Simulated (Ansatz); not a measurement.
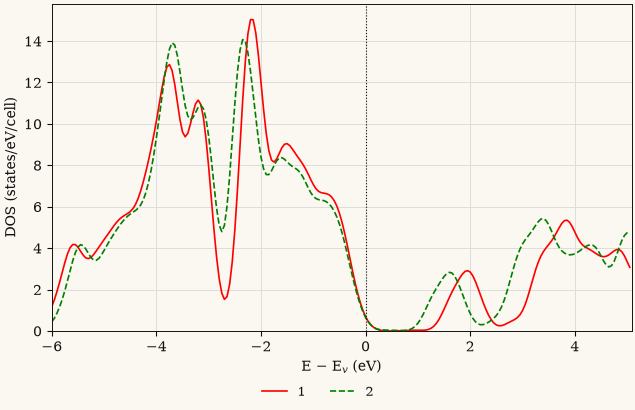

Densities of states of two runs on ZnCu2SnS4, space group I-4 (No. 82), 8 atoms in the cell, each from its own valence-band top, built from the levels of each run's k mesh with Gaussians 0.4 eV wide, which blur the band edges.

Base run: DFT with r2SCAN, PAW plane waves, Ueff = 2.79 eV on Cu d, spin-polarised, 5×5×5 k mesh, 500 eV cutoff, cold smearing of 0.059 eV (Ansatz).

The second run changes hamiltonian.dispersion from the default to d3bjatm and hamiltonian.xc from r2scan to lda.

**Which curve is the changed run?**

Curve 2. The base run has a gap of 0.92 eV on its mesh; the changed run has a gap of 0.44 eV on its mesh.

On the base run: The run started without moments.
